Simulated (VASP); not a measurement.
# Geometry relaxation of AlNi (part 1 of 2)

- system: AlNi (2 atoms in the cell)
- method: Kohn-Sham DFT of a periodic cell, LDA, VASP PAW LDA potentials, recommended, no spin polarisation (VASP 6.6.1)

The structure derives from an entry of the Crystallography Open Database.

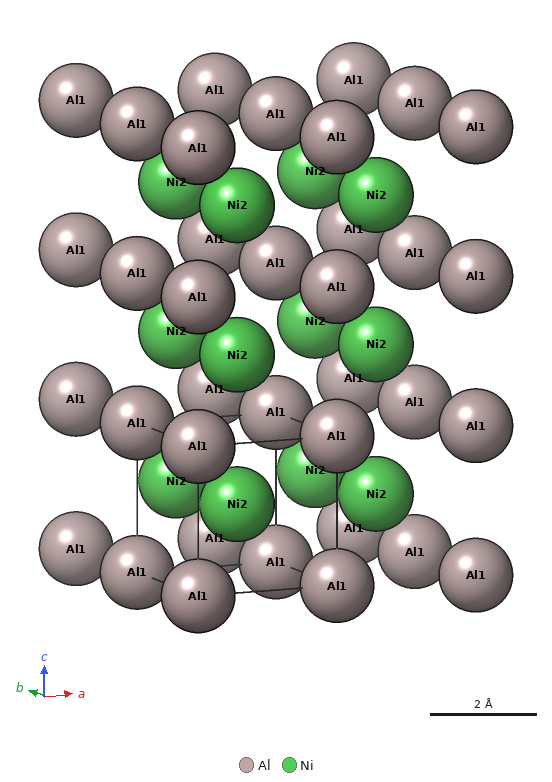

Fig. 1: The starting structure (spheres-only view of the cell of the calculation, repeated 2 × 2 × 3, seen slightly off an axis; atoms are numbered from 1 in the order of the input).

INCAR
```
  ALGO = Normal
  EDIFF = 1E-6
  EDIFFG = -0.01
  ENCUT = 600
  IBRION = 2
  ISIF = 3
  ISMEAR = 1
  LASPH = T
  LCHARG = F
  LREAL = F
  LWAVE = F
  NELM = 80
  NSW = 90
  PREC = Accurate
  SIGMA = 0.1
```

KPOINTS
```
k-points
0
Gamma
  14 14 14
```

POSCAR
```
AlNi
1.0
    2.8810000000      0.0000000000      0.0000000000
    0.0000000000      2.8810000000      0.0000000000
    0.0000000000      0.0000000000      2.8810000000
Al Ni
1 1
Direct
    0.0000000000      0.0000000000      0.0000000000
    0.5000000000      0.5000000000      0.5000000000
```

Command:
```bash
cat potpaw_LDA.64/Al/POTCAR potpaw_LDA.64/Ni/POTCAR > POTCAR
mpirun -np 1 vasp_std > vasp.out
```

OSZICAR
```
N       E                     dE             d eps       ncg     rms          rms(c)
DAV:   1     0.405075624267E+02    0.40508E+02   -0.62880E+03  2416   0.154E+03
DAV:   2    -0.121517709168E+02   -0.52659E+02   -0.49990E+02  2402   0.217E+02
DAV:   3    -0.135294309496E+02   -0.13777E+01   -0.13578E+01  2888   0.449E+01
DAV:   4    -0.135522778027E+02   -0.22847E-01   -0.22809E-01  2824   0.511E+00
DAV:   5    -0.135528250293E+02   -0.54723E-03   -0.54720E-03  2804   0.829E-01    0.116E+01
DAV:   6    -0.152763223413E+02   -0.17235E+01   -0.54717E+01  2680   0.130E+02    0.149E+01
DAV:   7    -0.121904711485E+02    0.30859E+01   -0.15800E+01  2650   0.784E+01    0.102E+00
DAV:   8    -0.121797213751E+02    0.10750E-01   -0.38073E-01  2966   0.773E+00    0.998E-01
DAV:   9    -0.121644599430E+02    0.15261E-01   -0.53848E-02  2832   0.382E+00    0.169E-01
DAV:  10    -0.121640143562E+02    0.44559E-03   -0.13295E-03  2752   0.570E-01    0.777E-02
DAV:  11    -0.121640130615E+02    0.12948E-05   -0.39869E-05  2710   0.616E-02    0.259E-02
DAV:  12    -0.121640124524E+02    0.60911E-06   -0.50119E-06  2480   0.440E-02
   1 F= -.12164012E+02 E0= -.12163930E+02  d E =-.121640E+02
       N       E                     dE             d eps       ncg     rms          rms(c)
DAV:   1    -0.143266318698E+02   -0.21626E+01   -0.26839E+01  2596   0.979E+01    0.141E+01
DAV:   2    -0.162622561410E+02   -0.19356E+01   -0.74950E+01  2694   0.158E+02    0.160E+01
DAV:   3    -0.122009476211E+02    0.40613E+01   -0.20106E+01  2634   0.913E+01    0.217E+00
DAV:   4    -0.121912077069E+02    0.97399E-02   -0.40939E-01  2872   0.807E+00    0.167E+00
DAV:   5    -0.121750731308E+02    0.16135E-01   -0.46544E-02  3168   0.310E+00    0.568E-01
DAV:   6    -0.121736985652E+02    0.13746E-02   -0.66924E-03  2664   0.141E+00    0.133E-01
DAV:   7    -0.121736923997E+02    0.61655E-05   -0.13313E-04  3052   0.125E-01    0.627E-02
DAV:   8    -0.121736810107E+02    0.11389E-04   -0.87611E-05  2726   0.162E-01    0.589E-03
DAV:   9    -0.121736809231E+02    0.87551E-07   -0.40357E-06  1786   0.293E-02
   2 F= -.12173681E+02 E0= -.12173485E+02  d E =-.966847E-02
       N       E                     dE             d eps       ncg     rms          rms(c)
DAV:   1    -0.125902983650E+02   -0.41662E+00   -0.53217E+00  2542   0.465E+01    0.557E+00
DAV:   2    -0.128639646172E+02   -0.27367E+00   -0.12286E+01  2680   0.637E+01    0.658E+00
DAV:   3    -0.122106881304E+02    0.65328E+00   -0.49713E+00  2740   0.397E+01    0.117E+00
DAV:   4    -0.121973013135E+02    0.13387E-01   -0.38888E-02  2802   0.308E+00    0.453E-01
DAV:   5    -0.121948537235E+02    0.24476E-02   -0.41898E-03  3590   0.763E-01    0.722E-02
DAV:   6    -0.121948629219E+02   -0.91985E-05   -0.10731E-04  3016   0.107E-01    0.248E-02
DAV:   7    -0.121948657371E+02   -0.28151E-05   -0.21017E-06  2010   0.181E-02    0.505E-03
DAV:   8    -0.121948656391E+02    0.97933E-07   -0.54610E-07  1218   0.123E-02
   3 F= -.12194866E+02 E0= -.12194718E+02  d E =-.308532E-01
```

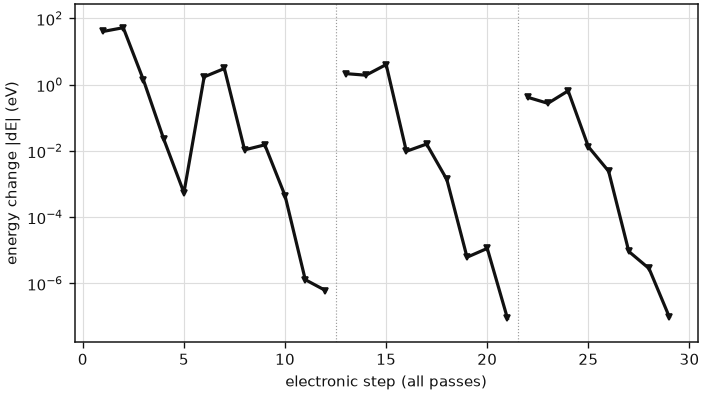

Fig. 2: Convergence of the self-consistent field: energy change |dE| against the electronic step. Each stretch between dotted lines is the SCF of one geometry step of a relaxation. The 3 ionic steps take 8 to 12 electronic steps each. The density is held fixed in the first few steps, and dE rises again when its update begins.

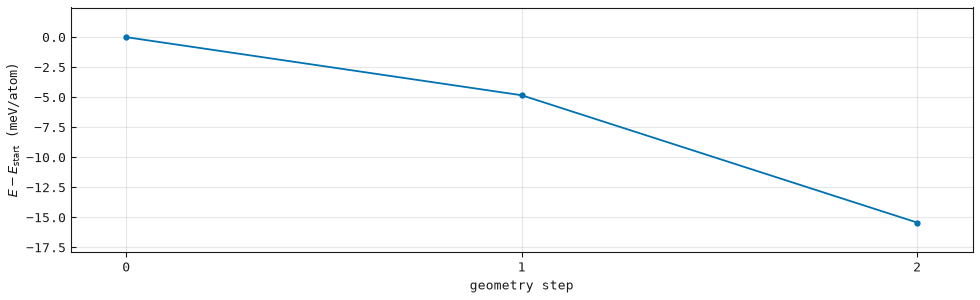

Fig. 3: Progress of the relaxation, step by step (steps are counted from 0).

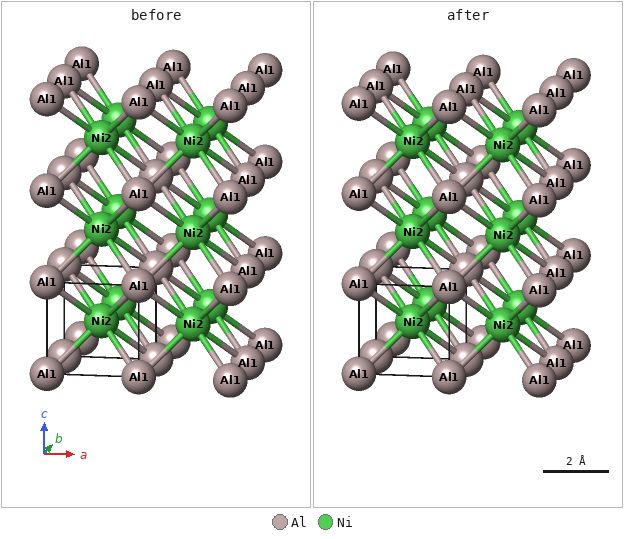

Fig. 4: Before (left) and after (right) the relaxation, at one scale (ball-and-stick view of the cell of the calculation, repeated 2 × 2 × 3, seen slightly off an axis). Over 2 geometry steps the energy falls by 15.4 meV per atom. All forces vanish by symmetry, so only the cell relaxes. The atoms keep their places relative to the cell (all moves are under 0.005 Å). The drawn cell changes as follows: a = b = c 2.881 → 2.834 Å (−1.6 %); the volume changes by −4.8 %. Distances before and after: Al1–Ni2 2.495 → 2.454 Å. The space group stays Pm-3m (No. 221). (Atoms are counted from 1 in the order of the input.)

Parts of OUTCAR
```
EDIFF = 1E-6
   EDIFFG = -0.01
   ENCUT = 600
   IBRION = 2
   ISIF = 3
   ISMEAR = 1
   LASPH = T
   LREAL = F
   NELM = 80
   NSW = 90
   PREC = Accurate

 ion  position               nearest neighbor table
   1  0.000  0.000  0.000-   2 2.50   2 2.50   2 2.50   2 2.50   2 2.50   2 2.50   2 2.50   2 2.50

   2  0.500  0.500  0.500-   1 2.50   1 2.50   1 2.50   1 2.50   1 2.50   1 2.50   1 2.50   1 2.50

  LATTYP: Found a simple cubic cell.
 ALAT       =     2.8810000000

  Lattice vectors:

 A1 = (   2.8810000000,   0.0000000000,   0.0000000000)
 A2 = (   0.0000000000,   2.8810000000,   0.0000000000)
 A3 = (   0.0000000000,   0.0000000000,   2.8810000000)

Analysis of symmetry for initial positions (statically):
=====================================================================
 Subroutine PRICEL returns:
 Original cell was already a primitive cell.

 Routine SETGRP: Setting up the symmetry group for a
 simple cubic supercell.

 Subroutine GETGRP returns: Found 48 space group operations
 (whereof 48 operations were pure point group operations)
 out of a pool of 48 trial point group operations.

The static configuration has the point symmetry O_h .

Analysis of symmetry for dynamics (positions and initial velocities):
=====================================================================
 Subroutine PRICEL returns:
 Original cell was already a primitive cell.

 Routine SETGRP: Setting up the symmetry group for a
 simple cubic supercell.

 Subroutine GETGRP returns: Found 48 space group operations
 (whereof 48 operations were pure point group operations)
 out of a pool of 48 trial point group operations.

The dynamic configuration has the point symmetry O_h .

 Subroutine INISYM returns: Found 48 space group operations
 (whereof 48 operations are pure point group operations),
 and found     1 'primitive' translations

----------------------------------------------------------------------------------------

                                     Primitive cell

  volume of cell :      23.9128

  direct lattice vectors                    reciprocal lattice vectors
     2.881000000  0.000000000  0.000000000     0.347101701  0.000000000  0.000000000
     0.000000000  2.881000000  0.000000000     0.000000000  0.347101701  0.000000000
     0.000000000  0.000000000  2.881000000     0.000000000  0.000000000  0.347101701

  length of vectors
     2.881000000  2.881000000  2.881000000     0.347101701  0.347101701  0.347101701

  position of ions in fractional coordinates (direct lattice)
     0.000000000  0.000000000  0.000000000
     0.500000000  0.500000000  0.500000000

  ion indices of the primitive-cell ions
   primitive index   ion index
                 1           1
                 2           2

----------------------------------------------------------------------------------------

 KPOINTS: k-points

Automatic generation of k-mesh.
 Grid dimensions read from file:
 generate k-points for:   14   14   14

 Generating k-lattice:

  Cartesian coordinates                     Fractional coordinates (reciprocal lattice)
     0.024792979  0.000000000  0.000000000     0.071428571  0.000000000  0.000000000
     0.000000000  0.024792979  0.000000000     0.000000000  0.071428571  0.000000000
     0.000000000  0.000000000  0.024792979     0.000000000  0.000000000  0.071428571

  Length of vectors
     0.024792979  0.024792979  0.024792979

  Shift w.r.t. Gamma in fractional coordinates (k-lattice)
     0.000000000  0.000000000  0.000000000

 Subroutine IBZKPT returns following result:
 ===========================================

 Found    120 irreducible k-points:

 Following reciprocal coordinates:
            Coordinates               Weight
  0.000000  0.000000  0.000000      1.000000
  0.071429  0.000000  0.000000      6.000000
  0.142857  0.000000  0.000000      6.000000
  0.214286  0.000000  0.000000      6.000000
  0.285714  0.000000  0.000000      6.000000
  0.357143  0.000000  0.000000      6.000000
  0.428571  0.000000  0.000000      6.000000
  0.500000  0.000000  0.000000      3.000000
  0.071429  0.071429  0.000000     12.000000
  0.142857  0.071429  0.000000     24.000000
  0.214286  0.071429  0.000000     24.000000
  0.285714  0.071429  0.000000     24.000000
  0.357143  0.071429  0.000000     24.000000
  0.428571  0.071429  0.000000     24.000000
  0.500000  0.071429  0.000000     12.000000
  0.142857  0.142857  0.000000     12.000000
  0.214286  0.142857  0.000000     24.000000
  0.285714  0.142857  0.000000     24.000000
  0.357143  0.142857  0.000000     24.000000
  0.428571  0.142857  0.000000     24.000000
  0.500000  0.142857  0.000000     12.000000
  0.214286  0.214286  0.000000     12.000000
  0.285714  0.214286  0.000000     24.000000
  0.357143  0.214286  0.000000     24.000000
 [... further k-points ...]
   k-points           NKPTS =    120   k-points in BZ     NKDIM =    120   number of bands    NBANDS=     10
   number of dos      NEDOS =    301   number of ions     NIONS =      2
   total plane-waves  NPLWV =  13824
   dimension x,y,z NGX =    24 NGY =   24 NGZ =   24
   dimension x,y,z NGXF=    48 NGYF=   48 NGZF=   48
   ions per type =               1   1
   NGX,Y,Z   is equivalent  to a cutoff of  13.85, 13.85, 13.85 a.u.
   NGXF,Y,Z  is equivalent  to a cutoff of  27.70, 27.70, 27.70 a.u.
 SYSTEM =  unknown system
   PREC   = accura    normal or accurate (medium, high low for compatibility)
   ISTART =      0    job   : 0-new  1-cont  2-samecut
   ICHARG =      2    charge: 1-file 2-atom 10-const
   ISPIN  =      1    spin polarized calculation?
   LNONCOLLINEAR =      F non collinear calculations
   LSORBIT =      F    spin-orbit coupling
   LASPH  =      T    aspherical Exc in radial PAW
   ENCUT  =  600.0 eV  44.10 Ry    6.64 a.u.   5.75  5.75  5.75*2*pi/ulx,y,z
   NELM   =     80;   NELMIN=  2; NELMDL= -5     # of ELM steps
   EDIFF  = 0.1E-05   stopping-criterion for ELM
   LREAL  =      F    real-space projection
   EDIFFG = -.1E-01   stopping-criterion for IOM
   NSW    =     90    number of steps for IOM
   IBRION =      2    ionic relax: 0-MD 1-quasi-New 2-CG
   NFREE  =      1    steps in history (QN), initial steepest desc. (CG)
   ISIF   =      3    stress and relaxation
   ISYM   =      2    0-nonsym 1-usesym 2-fastsym
   POTIM  = 0.5000    time-step for ionic-motion
   TEBEG  =    0.0;   TEEND  =   0.0 temperature during run
   PSTRESS=    0.0 pullay stress
   NELECT =      13.0000    total number of electrons
   NUPDOWN=      -1.0000    fix difference up-down
   EMIN   =  10.00;   EMAX   =-10.00  energy-range for DOS
   EFERMI =   0.00;   METHOD = LEGACY
   ISMEAR =     1;   SIGMA  =   0.10  broadening in eV -4-tet -1-fermi 0-gaus
   EFERMI_NEDOS =   21; number of points for ismear=-14 and -15
   IALGO  =     38    algorithm
   IMIX   =      4    mixing-type and parameters
     AMIX     =   0.40;   BMIX     =  1.00
     AMIX_MAG =   1.60;   BMIX_MAG =  1.00
  volume/ion in A,a.u.               =      11.96        80.69
  Fermi-wavevector in a.u.,A,eV,Ry     =   1.336122  2.524904 24.289410  1.785221
  Thomas-Fermi vector in A             =   2.464773
   LORBIT       =      0    0 simple, 1 ext, 2 COOP (PROOUT), +10 PAW based schemes
   GGA     = CA    functional components
   LHFCALC =     F    Hartree Fock is set to
   AEXX    =    0.0000 exact exchange contribution
   IVDW    =     0    specifies the selected vdW correction
   LEPSILON=     F    determine dielectric tensor
   LRPA    =     F    only Hartree local field effects (RPA)
 conjugate gradient relaxation of ions
 non-spin polarized calculation
 Methfessel and Paxton  Order N= 1 SIGMA  =   0.10
  energy-cutoff  :      600.00
  volume of cell :       23.91
 maximum number of plane-waves:       840
 NGX is ok and might be reduce to    24
   NGX = 11   NGY = 11   NGZ = 11

--------------------------------------- Ionic step        1  -------------------------------------------

 number of electron      13.0000015 magnetization

 Free energy of the ion-electron system (eV)
  ---------------------------------------------------
  ext. energy  EPLUGINS =         0.00000000
  ---------------------------------------------------
  free energy    TOTEN  =       -12.16401245 eV

  energy without entropy =      -12.16376407  energy(sigma->0) =      -12.16392966

 E-fermi :   9.7153     XC(G=0): -12.3004     alpha+bet :-17.6403
```
